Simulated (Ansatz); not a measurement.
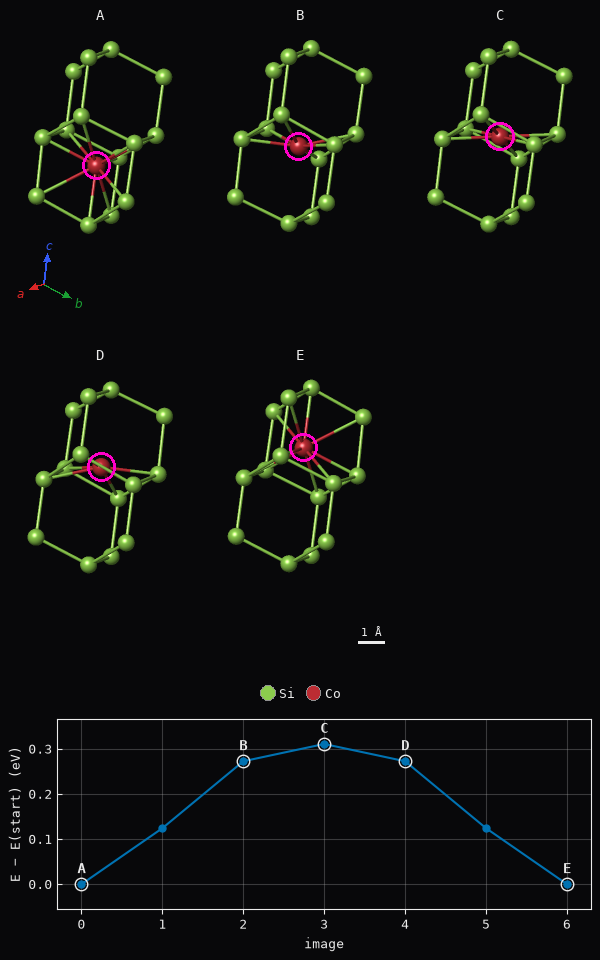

A nudged-elastic-band calculation for a defect cell of composition CoSi$_{32}$ (33 atoms in the cell). Images are numbered from 0 (start) to 6 (end). Frames A to E are images 0, 2, 3, 4, 6. Style: ball-and-stick. Shown: the atoms within 4.2 Å of the middle of the path, slightly off an axis. The moving atom is ringed, with any periodic copies. Bonds to atoms that aren't drawn are left out.

All numbers below come from Ansatz 0.2.0, DFT PBEsol, scalar-relativistic, plane waves, PAW. Set-up: plane-wave cutoff 420 eV; k-point mesh 2 × 2 × 2; Gaussian smearing 0.02 eV; spin collinear; 5 movable images; climbing image.

Q: Describe the mechanism and the energy profile.

A: The Co atom travels furthest, 2.34 Å from end to end, along +c, on a straight line. At the highest image its nearest neighbour (Si) is 2.30 Å away, against 2.39 Å at the start, and the surrounding atoms stand up to 0.06 Å off the mean of their end positions. The two ends have the same energy, and the highest point, image 3, lies 0.31 eV above the start. The band converged in 4 iterations, with a climbing image at the top.
